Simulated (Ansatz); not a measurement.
# From LDA to G0W0: Ga2S3 (Cc), part 2 of 3

Aim: the quasiparticle gap of Ga2S3 (Cc), starting from LDA.

Ansatz 0.2.0; LDA, then G0W0 on it, plane waves, PAW. Known limits of the many-body steps: finite bands, screening cutoff and k mesh; no spin-orbit coupling in G0W0; d shells not analysed.

So far. Step 2 (Bands along the symmetry lines): Over mesh and path the gap is 1.666 eV, direct, at k = Γ.

## Step 3: G0W0 on the 4×4×2 mesh

G0W0 replaces the xc potential by a self-energy built once from the orbitals of the start. Levels are corrected in the window of bands that the input names, at points of the mesh.

This step: G0W0 on LDA, plane waves, PAW; PAW set soft_1.

input.yaml

```yaml
crystal:
  lattice:
    - [5.5535, -3.1975, 0.0]
    - [5.5535, 3.1975, 0.0]
    - [-3.6339226554, 0.0, 6.0074160114]
  atoms:
    - { symbol: Ga, position: [0.63979, 0.44447, 0.12512] }
    - { symbol: Ga, position: [0.44447, 0.63979, 0.62512] }
    - { symbol: Ga, position: [0.2682, 0.13232, 0.11559] }
    - { symbol: Ga, position: [0.13232, 0.2682, 0.61559] }
    - { symbol: S, position: [0.9089, 0.0811, 0.9838] }
    - { symbol: S, position: [0.0811, 0.9089, 0.4838] }
    - { symbol: S, position: [0.4303, 0.2453, 0.4999] }
    - { symbol: S, position: [0.2453, 0.4303, 0.9999] }
    - { symbol: S, position: [0.5901, 0.7581, 0.0084] }
    - { symbol: S, position: [0.7581, 0.5901, 0.5084] }
kpoints:
  mp_grid: { grid: [4, 4, 2] }
hamiltonian:
  xc: lda
  pseudopotentials: { kind: paw, azcp: { folder: soft_1 }, xc_functional: pbe }
scf:
  occupations: { method: fixed }
gw:
  n_empty_bands: 1073
  ecut_chi: 170.0
  qp_bands: [v3, c3]
  qp_kpoints: band_edges
  screening: { model: contour_deformation }
```

The run is started by

```sh
$ ansatz run input.yaml --threads 3 --pin off --max-ram 92160MiB --backend cuda --events-out ev --progress --plain --runs-dir out --devices 1 --max-vram 13GiB
```

Numbers of over 12 decimals in the logs are rounded to 6 here.

Log:

```text
GPUs: using 1 of 1 available (devices: 1).
[...]
GPU FFT provider: cuFFT
GPU libraries: cuBLAS 13.8.2, cuFFT 12.4.0, cuSOLVER 12.3.4
Crystal: 10 atoms, lattice volume = 213.351 Å³
Basis set: ecut = 420 eV, 4167 PW (Γ)
Bands: 54, of which v1, the nominal top of the filled ones, is band 44 counted from 1 (43 counted from 0)
Symmetry: 2 space group operations
[...]
k-points: 14 of 32 (time reversal used)
[...]
GPU buffer pool allocated for 97200 grid points (all kernels)
[...]
SCF iter   1: F=—  HF=-20053.017612 eV  |F-HF|=—  |Δ(HF+E_count)|=         —  Δρ=4.89e-2  dr2=3.51e0  ethr=3.10e-3  ⟨swp⟩=5.0  Hψ=2627  notcnv=0  defer=91
[...]
SCF iter   9: F=-20051.785229 eV  HF=-20051.785229 eV  |F-HF|=7.13e-8  |Δ(HF+E_count)|=   2.12e-7  Δρ=5.75e-6  dr2=8.24e-8  ethr=1.14e-10  ⟨swp⟩=12.0  Hψ=4397  notcnv=0
SCF 1 converged in 9 iterations: F = -20051.785229 eV  dr2 = 8.24e-8
[...]
NSCF: frozen V_eff on 14 k-points
the band table was solved once the SCF had ended and its energy, with any forces and stress, was formed, with the checks that follow a solve (3384 applications of the Hamiltonian). They found nothing against the state; the energy, forces and stress were not computed again (output.eigenvalues in the input reference)
[...]
G₀W₀ screening: q 1/14
[... further progress lines ...]
[...]
SCF converged after 9 iterations
Free energy (F): -20051.785229 eV
[...]
Internal energy: -20051.785229 eV  (E = F + TS)
E sigma→0 (E₀):  -20051.785229 eV
Fermi energy:    5.509725 eV
[...]
--- Band table (eV; the first three rows and the last of 14) ---
  k-point 0: bands = [... 40 lower, 4.4627, 4.8452, 4.9859, 5.5097, 7.1744, 7.7073, 8.5103, 8.7701, ... 6 higher]
  k-point 1: bands = [... 40 lower, 4.3862, 4.3862, 4.9011, 4.9011, 8.2995, 8.2995, 9.0366, 9.0366, ... 6 higher]
  k-point 2: bands = [... 40 lower, 3.9782, 4.3953, 4.7090, 5.4532, 7.8832, 8.0863, 8.4036, 8.8300, ... 6 higher]
  k-point 13: bands = [... 40 lower, 4.0099, 4.0099, 4.9177, 4.9177, 7.8989, 7.8989, 8.7146, 8.7146, ... 6 higher]
--- G₀W₀: contour deformation, 7 samples at zero and on the imaginary axis and 1 off it, 32 q-points, 1073 empty bands' worth ---
  eigenvalues of the whole cell's RPA ε∞ on this k-mesh (on a slab, of 1 + 4πα/V) = 6.0039, 6.1481, 6.6594; static W/v taken at q = 0 is 0.157003
  bands read: the sum over 1117 bands ends inside a degenerate multiplet in 3 slots, whose members it reads at an even weight; the widest, k=1: bands 1117 to 1118 (counted from 1) at 1/2 each
  gw.qp_kpoints: band_edges: 12 of 14 stored k-points solved, in 1 pass; an edge of the gap read off the rows below is read off those points alone
    valence top: of the k-points left out ik 3 came nearest to being solved in a further pass, in band 44 (counted from 1, as in the quasiparticle table): it holds the edge there only if its correction is more favourable than any solved in that band by at least 0.634 eV; those differ by 0.021 eV
    conduction bottom: of the k-points left out ik 7 came nearest to being solved in a further pass, in band 45 (counted from 1, as in the quasiparticle table): it holds the edge there only if its correction is more favourable than any solved in that band by at least 1.111 eV; those differ by 0.093 eV
    ik  band        ε_KS         Σx   Σc(E_QP)       V_xc       Z   E_QP_lin       E_QP  E_QP is
     0    42      4.8452   -19.0765     1.7904   -16.5580  0.7532     4.1086     4.1172  root
     0    43      4.9859   -18.8916     1.9244   -16.2216  0.7494     4.2304     4.2404  root
     0    44      5.5097   -18.6191     2.0553   -15.7952  0.7445     4.7297     4.7412  root
     0    45      7.1744   -10.4120    -4.0368   -15.0563  0.7842     7.7864     7.7819  root
     0    46      7.7073    -9.7343    -4.0551   -14.4338  0.7836     8.3570     8.3516  root
     0    47      8.5103    -9.5514    -4.3448   -14.5510  0.7775     9.1718     9.1650  root
     1    42      4.3862   -18.9369     2.0002   -16.1834  0.7512     3.6230     3.6330  root
     1    43      4.9011   -18.4663     2.1317   -15.5593  0.7428     4.1133     4.1259  root
     1    44      4.9011   -18.4663     2.1317   -15.5593  0.7428     4.1133     4.1259  root
     1    45      8.2995    -9.9708    -4.2933   -14.9408  0.7778     8.9828     8.9761  root
     1    46      8.2995    -9.9708    -4.2933   -14.9408  0.7778     8.9828     8.9761  root
     1    47      9.0366    -6.4963    -4.1527   -11.1337  0.7925     9.5248     9.5213  root
     2    42      4.3953   -18.3230     2.1695   -15.3874  0.7420     3.6162     3.6292  root
     2    43      4.7090   -18.7445     1.9560   -16.0407  0.7488     3.9510     3.9614  root
     2    44      5.4532   -18.5067     2.1180   -15.6092  0.7429     4.6615     4.6738  root
     2    45      7.8832   -10.8275    -4.1447   -15.5868  0.7758     8.5029     8.4977  root
     2    46      8.0863    -9.4647    -4.2043   -14.3043  0.7816     8.7274     8.7216  root
     2    47      8.4036    -9.8971    -4.3084   -14.8648  0.7762     9.0696     9.0630  root
     4    42      4.1382   -18.3077     2.1223   -15.4211  0.7449     3.3622     3.3740  root
     4    43      4.3041   -18.0328     2.3280   -14.9254  0.7357     3.5094     3.5246  root
     4    44      5.3739   -18.3514     2.1785   -15.3850  0.7412     4.5733     4.5863  root
     4    45      7.8469    -9.2536    -4.1003   -13.9567  0.7846     8.4547     8.4497  root
     4    46      7.9535    -9.3067    -4.1418   -14.0584  0.7836     8.5686     8.5634  root
     4    47      8.5096   -10.2862    -4.4023   -15.3701  0.7719     9.1986     9.1911  root
     5    42      4.3392   -18.4516     2.0894   -15.5991  0.7460     3.5648     3.5762  root
     5    43      4.5629   -17.9052     2.3285   -14.7927  0.7357     3.7632     3.7789  root
     5    44      4.8922   -18.0246     2.2109   -15.0316  0.7399     4.0964     4.1100  root
     5    45      7.8838    -8.7179    -4.0219   -13.3367  0.7875     8.4856     8.4808  root
     5    46      8.3487    -9.9621    -4.3228   -14.9529  0.7767     9.0234     9.0166  root
     5    47      8.8020   -10.0019    -4.5063   -15.2168  0.7707     9.5191     9.5105  root
     6    42      4.0774   -18.1102     2.3191   -15.0096  0.7370     3.2810     3.2958  root
     6    43      4.6772   -18.7765     1.9629   -16.0690  0.7492     3.9222     3.9326  root
     6    44      5.3296   -18.2995     2.1417   -15.3824  0.7421     4.5418     4.5543  root
     6    45      8.0727   -10.7875    -4.2241   -15.6354  0.7743     8.7022     8.6966  root
     6    46      8.3063   -10.1863    -4.2255   -15.0714  0.7759     8.9725     8.9660  root
     6    47      8.6321    -9.5991    -4.3734   -14.6208  0.7748     9.2872     9.2804  root
     8    42      4.0960   -18.2041     2.2528   -15.1783  0.7402     3.3097     3.3232  root
     8    43      4.4406   -18.4061     2.1143   -15.5270  0.7443     3.6635     3.6758  root
     8    44      5.2868   -18.2228     2.2166   -15.2172  0.7402     4.4845     4.4979  root
     8    45      7.9102    -9.3671    -4.1652   -14.1535  0.7834     8.5368     8.5314  root
[...]
12    42      4.0075   -18.6344     2.0727   -15.8219  0.7467     3.2573     3.2677  root
    12    43      4.0307   -17.8437     2.3279   -14.7517  0.7334     3.2508     3.2664  root
    12    44      5.2433   -18.1985     2.2263   -15.1839  0.7399     4.4415     4.4550  root
    12    45      8.0085    -8.5314    -4.0312   -13.1463  0.7872     8.5969     8.5922  root
    12    46      8.3094    -9.8388    -4.3682   -14.8713  0.7765     8.9806     8.9737  root
    12    47      8.5314    -9.8783    -4.4642   -15.0319  0.7734     9.2285     9.2207  root
    13    42      4.0099   -18.3056     2.1209   -15.4349  0.7427     3.2478     3.2602  root
    13    43      4.9177   -18.2554     2.1989   -15.2698  0.7407     4.1176     4.1310  root
    13    44      4.9177   -18.2554     2.1989   -15.2698  0.7407     4.1176     4.1310  root
    13    45      7.8989    -9.4072    -4.1065   -14.1254  0.7841     8.5158     8.5106  root
    13    46      7.8989    -9.4072    -4.1065   -14.1254  0.7841     8.5158     8.5106  root
    13    47      8.7146    -9.7249    -4.4044   -14.8036  0.7738     9.3964     9.3889  root
```

Wall time 3.3 min (1 × NVIDIA H100 80GB HBM3 (shared by 6 runs) with 3 threads of AMD EPYC 7R13 (Zen 3), shared host); peak memory 4.7 GiB.

This step gave:

| Quantity | Value |
| --- | --- |
| bands summed | 1117 |
| RPA ε∞ on this mesh (eigenvalues) | 6.004, 6.148, 6.659 |
| plane waves in the screening matrix | 1083 |
| q-points in the mesh | 32 |
| G0W0 gap over the corrected points | 3.041 eV |
| k of the valence top | 0, 0, 0 |
| k of the conduction bottom | 0, 0, 0 |
| starting gap on the mesh | 1.665 eV |
| Z at the valence top | 0.7445 |
| Z at the conduction bottom | 0.7842 |
| least direct G0W0 gap over the corrected points | 3.041 eV |

Over 12 of 14 irreducible mesh points the G0W0 gap is 3.041 eV, direct, at k = Γ. The LDA gap of this run on the mesh is 1.665 eV. The two states that bound the G0W0 gap lie that far apart at the start, so the correction of the gap is 3.041 − 1.665 = +1.376 eV. The start of this run differs from the step before in mesh (4×4×4 and 4×4×2).

Labels follow the order of the start: v1 is the top filled band, c1 the lowest empty one; levels that stay degenerate share a row, the window can cut a multiplet, doubted levels are not marked in this list, bands outside the window were not corrected, and the list may be a part of the corrected levels. Levels before and after the correction, in eV, zero at the valence-band top of each column:

|  | conduction bottom | valence top |
| --- | --- | --- |
| Kohn-Sham | 1.66 | 0.00 |
| G0W0 | 3.04 | 0.00 |

|  | level | occupation | energy (eV) |
| --- | --- | --- | --- |
| Kohn-Sham | Γ v3 | 2 | -0.664 |
| Kohn-Sham | Γ v2 | 2 | -0.524 |
| Kohn-Sham | Γ v1 | 2 | 0.000 |
| Kohn-Sham | Γ c1 | 0 | 1.665 |
| Kohn-Sham | Γ c2 | 0 | 2.198 |
| Kohn-Sham | Γ c3 | 0 | 3.001 |
| G0W0 | Γ v3 | 2 | -0.624 |
| G0W0 | Γ v2 | 2 | -0.501 |
| G0W0 | Γ v1 | 2 | 0.000 |
| G0W0 | Γ c1 | 0 | 3.041 |
| G0W0 | Γ c2 | 0 | 3.610 |
| G0W0 | Γ c3 | 0 | 4.424 |

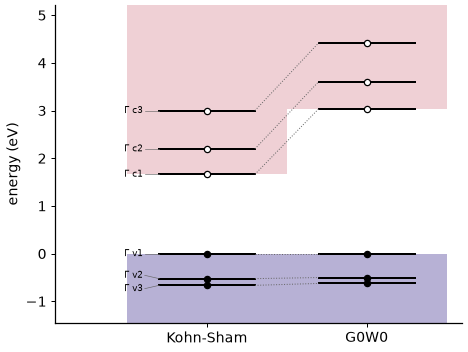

Levels before and after the correction. Shaded: valence and conduction bands. Filled marks are occupied levels, open marks empty ones.

The parts of the quasiparticle energy for the two states that bound the G0W0 gap, in eV on the run's own scale (QP = start + Σx + Σc − Vxc, with Σc at the quasiparticle energy):

| edge | k | band | start | Σx | Σc | Vxc | Z | QP |
| --- | --- | --- | --- | --- | --- | --- | --- | --- |
| valence top | Γ | 44 | 5.510 | −18.619 | 2.055 | −15.795 | 0.745 | 4.741 |
| conduction bottom | Γ | 45 | 7.174 | −10.412 | −4.037 | −15.056 | 0.784 | 7.782 |

(Part 2 of 3 ends here.)

[Paths, hosts, dates, memory and timing lines, banners, echoed tables and standing remarks are left out of the program output.]

[Logs are printed without paths, hosts, clocks, repeated set-up lines and the standing remarks that a program may print on its own settings, such as how far it seeks lower states.]

[Runs of the session that timed out or met a known fault of the program may be left out.]

[Cells called generated may have been cut or substituted from an entry of the Crystallography Open Database or the Materials Project.]

[Hosts, paths, dates, database ids (printed as entryN), source tags and the programs' standing remarks are cut or masked in the printed files.]

[Where an RPA ε∞ is given, it is that of the G0W0 mesh and is not shown converged in it. Names of k-points follow the symmetry that the program found, which can be lower than the space group named. Band edges on a path are those of the sampled points; other points can move an edge, and change direct to indirect where valleys lie close.]

[Hybrid gaps are those of their k-mesh and are not shown converged in it.]
